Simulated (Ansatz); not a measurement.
## Ge₃Si₁₃: single-point calculation (part 1 of 2)

- system: Ge₃Si₁₃ (Cm, 16 atoms in the cell)
- method: DFT PBEsol, spin-orbit coupling, plane waves, PAW (Ansatz 0.2.0)

The structure was built on a prototype by a generator; it need not be a known phase. Figures and captions count atoms from 1; the log counts them from 0 in places.

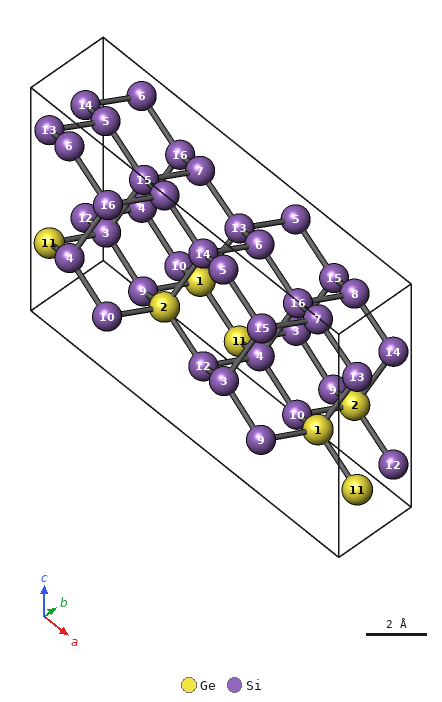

*The structure as given in the input (ball-and-stick view of the cell 2 times as large as that of the calculation, set on its symmetry axes, seen slightly off an axis; atoms are numbered from 1 in the order of the input).*

## Input file
```yaml
crystal:
  lattice:
    - [0.000434764, 5.4732263997, 5.4727239307]
    - [5.4724914116, 0.0011697521, 5.4719889426]
    - [5.4736611638, 5.4736611638, 0.0]
  atoms:
    - { symbol: Ge, position: [0.3765194879, 0.370540231, 0.3764701405] }
    - { symbol: Ge, position: [0.3751399721, 0.3749463967, 0.8749568156] }
    - { symbol: Si, position: [0.3764017018, 0.8763160937, 0.376409183] }
    - { symbol: Si, position: [0.3764017018, 0.8763160937, 0.8708730215] }
    - { symbol: Si, position: [0.8749153379, 0.3749220028, 0.3751999019] }
    - { symbol: Si, position: [0.8749153379, 0.3749220028, 0.8749627575] }
    - { symbol: Si, position: [0.870866245, 0.8763458198, 0.3763939676] }
    - { symbol: Si, position: [0.8749383636, 0.8751735604, 0.874944038] }
    - { symbol: Si, position: [0.2472429753, 0.2473152986, 0.2526559421] }
    - { symbol: Si, position: [0.2472429753, 0.2473152986, 0.752785784] }
    - { symbol: Ge, position: [0.2483991893, 0.754491535, 0.2485546378] }
    - { symbol: Si, position: [0.2484713815, 0.7541231739, 0.7487027223] }
    - { symbol: Si, position: [0.7542047042, 0.2484811834, 0.2486570562] }
    - { symbol: Si, position: [0.7540972861, 0.2485064252, 0.7486981444] }
    - { symbol: Si, position: [0.7501216701, 0.7501424422, 0.2498763469] }
    - { symbol: Si, position: [0.7501216701, 0.7501424422, 0.7498595407] }
basis:
  ecutwfc: 420
kpoints:
  mp_grid: { grid: [6, 6, 6] }
  band_path: { path: [[0.0, 0.0, 0.0], [-0.010417, 0.005208, 0.0]], npoints: 1 }
hamiltonian:
  xc: pbesol
scf:
  occupations: { method: gaussian, width: 0.02 }
  n_extra_bands: 22
output:
  eigenvalues: true
  write_density: true
  write_potential: true
  elf: true
  volumetric_format: npy
magnetization:
  noncollinear: true
  spin_orbit: true
```

Hardware: 4 threads of Arm Neoverse V1, 24 GiB of memory available, shared host.

Run as:
```bash
ansatz run input.yaml --threads 4 --pin off --max-ram 10240MiB --backend cpu --events-out ev --progress --plain --runs-dir out
```

## The program's output
```
scf.n_extra_bands = 22 over 94 filled bands (N_el = 94.0): the run solves 116 bands
Engine: ansatz 0.2.0, aarch64-unknown-linux-gnu
Pseudopotentials: kind: paw_fr
Pseudopotential: Ge, paw_fr, valence charge 14, recommended cutoff 420 eV (normal), Ge.paw.azcp#standard-fr
Pseudopotential: Si, paw_fr, valence charge 4, recommended cutoff 420 eV (normal), Si.paw.azcp#standard-fr
Functional definition: PBEsol
  exchange = pbesol_x
  correlation = pbesol_c
non-collinear run that drives no moment, with spin-orbit: no starting moment large enough to seed its density (crystal.atoms[].spin), no starting occupations that ask for one, no magnetisation constraint and no magnetic field, so the semilocal B_xc is pinned to zero
Crystal: 16 atoms, lattice volume = 327.818 Å³
Basis set: ecut = 420 eV, 6375 PW (Γ)
Bands: 116, of which v1, the nominal top of the filled ones, is band 94 counted from 1 (93 counted from 0)
Symmetry: 2 space group operations + 2 with time reversal
Magnetic group: BNS 8.33 (UNI 40), of the structure as read, at distance tolerance 6.9e-5 Å
k-points: 68 of 216 (time reversal used)
Projection manifold: j_resolved (fully-relativistic pseudo-atomic orbitals)
Non-local potential: Ge, projectors of the file, l = 0: 2, l = 1: 4, l = 2: 6, l = 3: 2
Non-local potential: Si, projectors of the file, l = 0: 2, l = 1: 4, l = 2: 4
PAW form: soft (Blöchl's): semilocal exchange-correlation on the pseudo side does not see the compensation charge
PAW frozen core: Ge, regenerated for the run's functional, and the local potential with it (the file was generated under x = pbe(κ = 0.804, μ = 0.2195149727645171), c = pbe(β = 0.06672455060314922))
PAW frozen core: Si, regenerated for the run's functional, and the local potential with it (the file was generated under x = pbe(κ = 0.804, μ = 0.2195149727645171), c = pbe(β = 0.06672455060314922))
PAW one-centre angular grid: Ge, 590 points (default); XC on 64 Gauss nodes
PAW one-centre angular grid: Si, 110 points (default); XC on 64 Gauss nodes
Initial density: superposition of atomic densities (chi_scale 0.1, normalization cell, long waves kept (reshape's long-wave potential 0.03 eV rms))
Initial wavefunctions: pseudopotential atomic-orbital guess
Functional: x = pbesol(κ = 0.804, μ = 0.12345679012345678), c = pbesol(β = 0.046)
SCF iter   1: F=—  HF=-20841.648767 eV  |F-HF|=—  |Δ(HF+E_count)|=         —  Δρ=4.38e-2  dr2=5.80e0  dr2_m=0.00e0 (ungated)  ethr=3.10e-3  |M|=0.00e0 ∫|m|=0.00e0 μB  |m|>n=0.0e0 m-floor=0.0e0 τ_xc=0.0e0  β_m=0.30  ⟨swp⟩=6.5  Hψ=41302  notcnv=0  defer=83
preconditioner: auto → Resta (q_TF=auto, 2.216 Å⁻¹)  ε∞=5.7  [insulator: Δε(μ)=0.609 eV  Ē_g=7.597 eV  σ=0.020 eV  W_gap=1.00  n_scr=58 (ndim 8)  ℏωp=16.4 eV  f_vac=0.000  D(μ)=0.00/eV (n_scr^D=0)  ε∞_Penn≈5.7]
spin=Noncollinear: Resta preconditioning applied to the charge; magnetization (m_x, m_y, m_z) channels mix plain (no charge-response kernel on spin).
SCF iter   2: F=—  HF=-20840.951987 eV  |F-HF|=—  |Δ(HF+E_count)|=   6.97e-1  Δρ=3.28e-2  dr2=3.28e0  dr2_m=0.00e0 (ungated)  ethr=3.10e-3  |M|=0.00e0 ∫|m|=0.00e0 μB  |m|>n=0.0e0 m-floor=0.0e0 τ_xc=0.0e0  β_m=0.65  ⟨swp⟩=1.0  Hψ=9112  notcnv=0  defer=147
SCF iter   3: F=—  HF=-20840.091955 eV  |F-HF|=—  |Δ(HF+E_count)|=   8.60e-1  Δρ=3.12e-3  dr2=3.16e-2  dr2_m=0.00e0 (ungated)  ethr=3.10e-3  |M|=0.00e0 ∫|m|=0.00e0 μB  |m|>n=0.0e0 m-floor=0.0e0 τ_xc=0.0e0  β_m=0.61  ⟨swp⟩=2.0  Hψ=9769  notcnv=0  defer=147
SCF iter   4: F=—  HF=-20840.083294 eV  |F-HF|=—  |Δ(HF+E_count)|=   8.66e-3  Δρ=1.87e-3  dr2=1.26e-2  dr2_m=0.00e0 (ungated)  ethr=3.36e-5  |M|=0.00e0 ∫|m|=0.00e0 μB  |m|>n=0.0e0 m-floor=0.0e0 τ_xc=0.0e0  β_m=0.74  ⟨swp⟩=2.6  Hψ=14194  notcnv=0  defer=1046
SCF iter   5: F=—  HF=-20840.088745 eV  |F-HF|=—  |Δ(HF+E_count)|=   5.45e-3  Δρ=5.41e-4  dr2=1.32e-3  dr2_m=0.00e0 (ungated)  ethr=1.35e-5  |M|=0.00e0 ∫|m|=0.00e0 μB  |m|>n=0.0e0 m-floor=0.0e0 τ_xc=0.0e0  β_m=0.87  ⟨swp⟩=2.8  Hψ=13108  notcnv=0  defer=1046
SCF iter   6: F=—  HF=-20840.089841 eV  |F-HF|=—  |Δ(HF+E_count)|=   1.10e-3  Δρ=8.59e-5  dr2=2.86e-5  dr2_m=0.00e0 (ungated)  ethr=1.41e-6  |M|=0.00e0 ∫|m|=0.00e0 μB  |m|>n=0.0e0 m-floor=0.0e0 τ_xc=0.0e0  β_m=0.93  ⟨swp⟩=2.0  Hψ=11052  notcnv=0  defer=1046
SCF iter   7: F=—  HF=-20840.089850 eV  |F-HF|=—  |Δ(HF+E_count)|=   9.17e-6  Δρ=2.92e-5  dr2=2.06e-6  dr2_m=0.00e0 (ungated)  ethr=3.04e-8  |M|=0.00e0 ∫|m|=0.00e0 μB  |m|>n=0.0e0 m-floor=0.0e0 τ_xc=0.0e0  β_m=0.75  ⟨swp⟩=2.0  Hψ=14184  notcnv=0  defer=1046
SCF iter   8: F=—  HF=-20840.089848 eV  |F-HF|=—  |Δ(HF+E_count)|=   1.99e-6  Δρ=6.97e-6  dr2=1.01e-7  dr2_m=0.00e0 (ungated)  ethr=2.20e-9  |M|=0.00e0 ∫|m|=0.00e0 μB  |m|>n=0.0e0 m-floor=0.0e0 τ_xc=0.0e0  β_m=0.78  ⟨swp⟩=2.0  Hψ=13234  notcnv=0  defer=1046
SCF iter   9: F=-20840.089848 eV  HF=-20840.089848 eV  |F-HF|=1.24e-8  |Δ(HF+E_count)|=   1.98e-7  Δρ=1.66e-6  dr2=7.68e-9  dr2_m=0.00e0 (ungated)  ethr=1.06e-10  |M|=0.00e0 ∫|m|=0.00e0 μB  |m|>n=0.0e0 m-floor=0.0e0 τ_xc=0.0e0  ⟨swp⟩=11.9  Hψ=29255  notcnv=0
SCF 1 converged in 9 iterations: F = -20840.089848 eV  dr2 = 7.68e-9
  greatest PAW one-centre occupation: 0.998 electrons in one spin orbital (limit 2), on the Ge atom at site 10 (counted from 0), in its partial waves of l = 2
NSCF: frozen V_eff on 2 k-points
SCF converged after 9 iterations
Magnetization: |M| = 0.0000 μB,  M = (+0.0000, +0.0000, +0.0000) μB
Absolute magnetization: 0.0000 μB (∫|m|)
  site 0: m = (+0.0000, +0.0000, +0.0000) μB, |m| = 0.0000 μB  (R = 0.98 Å)
  site 1: m = (+0.0000, +0.0000, +0.0000) μB, |m| = 0.0000 μB  (R = 0.98 Å)
  site 2: m = (+0.0000, +0.0000, +0.0000) μB, |m| = 0.0000 μB  (R = 0.97 Å)
  site 3: m = (+0.0000, +0.0000, +0.0000) μB, |m| = 0.0000 μB  (R = 0.97 Å)
  site 4: m = (+0.0000, +0.0000, +0.0000) μB, |m| = 0.0000 μB  (R = 0.97 Å)
  site 5: m = (+0.0000, +0.0000, +0.0000) μB, |m| = 0.0000 μB  (R = 0.97 Å)
  site 6: m = (+0.0000, +0.0000, +0.0000) μB, |m| = 0.0000 μB  (R = 0.97 Å)
  site 7: m = (+0.0000, +0.0000, +0.0000) μB, |m| = 0.0000 μB  (R = 0.97 Å)
  site 8: m = (+0.0000, +0.0000, +0.0000) μB, |m| = 0.0000 μB  (R = 0.97 Å)
  site 9: m = (+0.0000, +0.0000, +0.0000) μB, |m| = 0.0000 μB  (R = 0.97 Å)
  site 10: m = (+0.0000, +0.0000, +0.0000) μB, |m| = 0.0000 μB  (R = 0.98 Å)
  site 11: m = (+0.0000, +0.0000, +0.0000) μB, |m| = 0.0000 μB  (R = 0.97 Å)
  site 12: m = (+0.0000, +0.0000, +0.0000) μB, |m| = 0.0000 μB  (R = 0.97 Å)
  site 13: m = (+0.0000, +0.0000, +0.0000) μB, |m| = 0.0000 μB  (R = 0.97 Å)
  site 14: m = (+0.0000, +0.0000, +0.0000) μB, |m| = 0.0000 μB  (R = 0.97 Å)
  site 15: m = (+0.0000, +0.0000, +0.0000) μB, |m| = 0.0000 μB  (R = 0.97 Å)
Free energy (F): -20840.089848 eV
Harris-Foulkes:  -20840.089848 eV  (|F-HF|=1.24e-8)
Internal energy: -20840.089848 eV  (E = F + TS)
E sigma→0 (E₀):  -20840.089848 eV
Fermi energy:    6.876721 eV
--- Per-component energies (eV) ---
  E_band       = -432.133231
  E_kinetic    = 858.289458
  E_local      = -9600.245153  (includes V_loc(G=0)·N_el)
  E_nonlocal   = 1600.908169
  E_hartree    = 4243.717143
  E_xc         = -935.722875
  E_vxc        = -803.076779  (∫ρ·V_xc dr)
  E_paw        = -12425.927700  (= ΣΔE_a)
  E_vpaw       = -975.445384  (= ΣTr[D̂ρ^β])
  E_aug_tail   = 0.000848  (compensation charges beyond the density's cutoff)
  E_ewald      = -4584.283956
  E_core_change = 3.174218  (= ΣΔE_core)
  E_smearing   = -0.000000  (= −TS)
  E_closure    = -0.000000  (closes the sum)
  Σ components = -20840.089848   (vs F -20840.089848, Δ=0.00e0)
--- Band table (eV; the first three rows and the last of 68) ---
```
